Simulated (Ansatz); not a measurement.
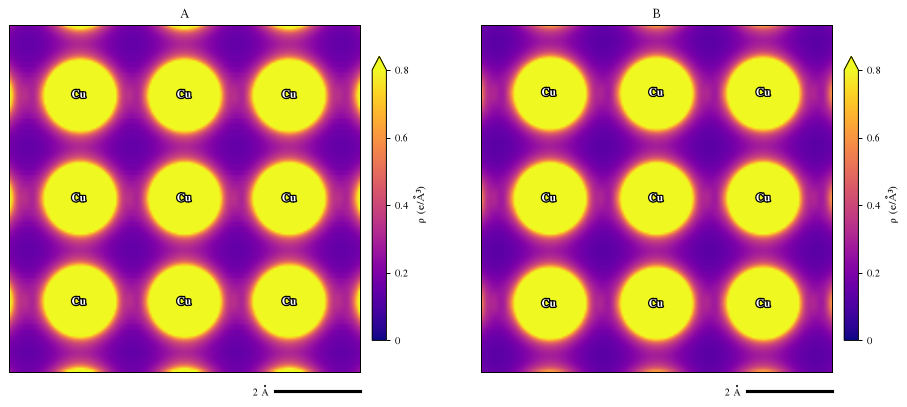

Cu. The valence pseudo-density of two cells that differ in size, on the (11̄0) plane of each (indices in the axes of the calculation cell), at one length scale and on one colour scale: B has 12.7 Å³ an atom and A 12.0.

All numbers below come from Kohn-Sham DFT of a periodic cell, PBEsol, Ansatz PAW (Ansatz).

Core electrons are frozen (PAW), and the valence fields are smoothed inside the atomic spheres.

The larger cell:

```cif
data_structure
_symmetry_space_group_name_H-M 'P 1'
_symmetry_Int_Tables_number 1
_cell_length_a 4.2404
_cell_length_b 4.2404
_cell_length_c 2.5240
_cell_angle_alpha 90.000
_cell_angle_beta 90.000
_cell_angle_gamma 145.927
_cell_volume 25.43
loop_
_atom_site_label
_atom_site_type_symbol
_atom_site_fract_x
_atom_site_fract_y
_atom_site_fract_z
_atom_site_occupancy
Cu1 Cu 0.86613 0.13387 0.75000 1
Cu2 Cu 0.13387 0.86613 0.25000 1
```

The smaller cell: a = 4.159 Å, b = 4.159 Å, c = 2.475 Å, α = 90.00°, β = 90.00°, γ = 145.93°.

What does the compression do to the bonding and the properties?

From the larger cell to the smaller, Cu–Cu goes from 2.48 to 2.44 Å, and the density at its midpoint from 0.28 to 0.31 e/Å³; the pressure goes from −9 to −1.5 GPa.
